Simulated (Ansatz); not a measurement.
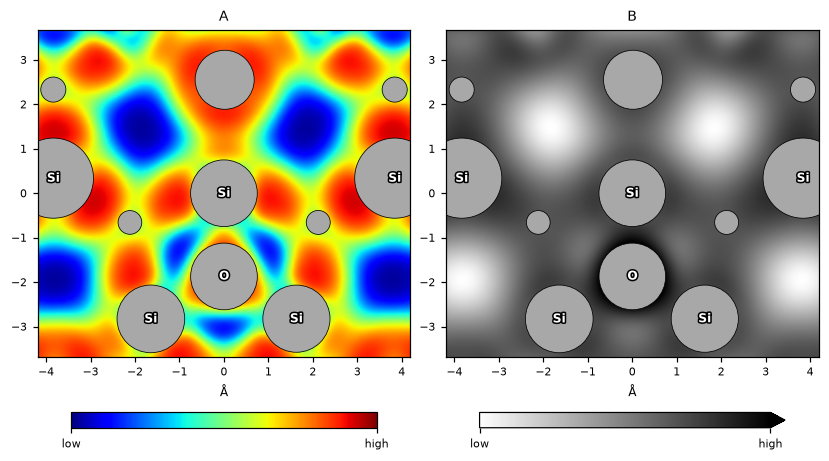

Si₁₆O (cell with a defect): 2 fields on the (001) plane of the calculation cell, with unlabelled colour scales. Grey discs cover the atomic cores.

PAW files of the earlier set (soft_1); the program warned that a starting moment wasn't kept; spin-polarised, but the moments vanished.

Theory: DFT LDA, scalar-relativistic, plane waves, PAW in Ansatz.

The calculation's input:

```
accuracy: low
crystal:
  lattice:
    - [0.0, 5.43, 5.43]
    - [5.43, 0.0, 5.43]
    - [5.43, 5.43, 0.0]
  atoms:
    - { symbol: Si, position: [0.0, 0.0, 0.0] }
    - { symbol: Si, position: [0.125, 0.125, 0.125] }
    - { symbol: Si, position: [0.0, 0.0, 0.5] }
    - { symbol: Si, position: [0.125, 0.125, 0.625] }
    - { symbol: Si, position: [0.0, 0.5, 0.0] }
    - { symbol: Si, position: [0.125, 0.625, 0.125] }
    - { symbol: Si, position: [0.0, 0.5, 0.5] }
    - { symbol: Si, position: [0.125, 0.625, 0.625] }
    - { symbol: Si, position: [0.5, 0.0, 0.0] }
    - { symbol: Si, position: [0.625, 0.125, 0.125] }
    - { symbol: Si, position: [0.5, 0.0, 0.5] }
    - { symbol: Si, position: [0.625, 0.125, 0.625] }
    - { symbol: Si, position: [0.5, 0.5, 0.0] }
    - { symbol: Si, position: [0.625, 0.625, 0.125] }
    - { symbol: Si, position: [0.5, 0.5, 0.5] }
    - { symbol: Si, position: [0.625, 0.625, 0.625] }
    - { symbol: O, position: [0.2525211, 0.7498131, 0.2409773], spin: 1.0 }
magnetization:
  spin_polarized: true
basis:
  ecutwfc: 420.0
kpoints:
  mp_grid: { grid: [2, 2, 2] }
hamiltonian:
  xc: lda
  pseudopotentials: { kind: paw, azcp: { folder: soft_1 } }
scf:
  occupations: { method: fermi_dirac, width: 0.02 }
  lower_state_search: "off"
relax:
  f_tol: 0.08
  max_steps: 25
  adjacent_minimum: "off"
output:
  write_density: true
  write_potential: true
  elf: true
  volumetric_format: npy
```

Command:

```sh
ansatz run input.yaml --threads 1 --pin off --max-ram 3072MiB --backend cpu --events-out ev --progress --plain --runs-dir out
```

The fields are those of the run's last geometry, not of the input's.

Match the panels to the quantities (electron localisation function and valence pseudo-density).

Panel A: electron localisation function. Panel B: valence pseudo-density. From the grid: Si–O (1.87 Å): ρ at the midpoint is about 0.73 e/Å³; the ELF peaks at about 0.85 between the atoms, as expected for a polar covalent bond.
